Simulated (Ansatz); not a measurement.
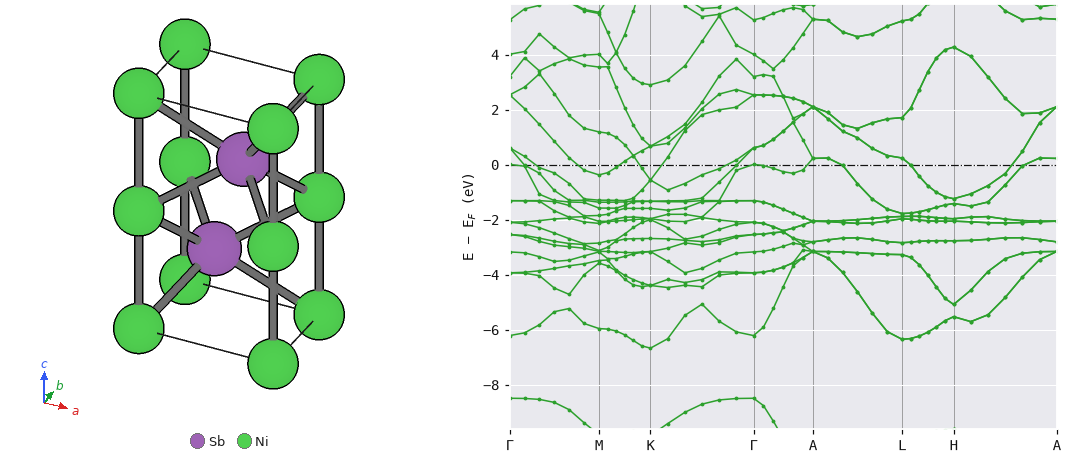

Band structure, beside the structure. Energies are counted from the Fermi level. The path runs straight from each named point to the next. The path has few k points, so lines between them are rough.

The material is NiAs-type NiSb, space group P6_3/mmc (No. 194), 4 atoms in the cell; a = 3.928 Å, c = 5.120 Å (hexagonal axes).

Computed with Ansatz 0.2.0: LDA, all-electron LAPW, collinear spin, ferromagnetic start that ends with little or no moment, no spin-orbit coupling, 8×8×5 k mesh, Fermi-Dirac smearing of 0.05 eV.

> Is there a gap at the Fermi level?

A metal: bands cross the Fermi level along this path.

> Which levels at M lie nearest to the Fermi level?

At M the nearest levels lie 0.37 eV below and 1.19 eV above the Fermi level.

Spin-orbit coupling is left out, which matters for Sb. The cell is at −5 GPa in this functional. Bands are joined in order of energy, so crossings between the computed points show as kinks or gaps.
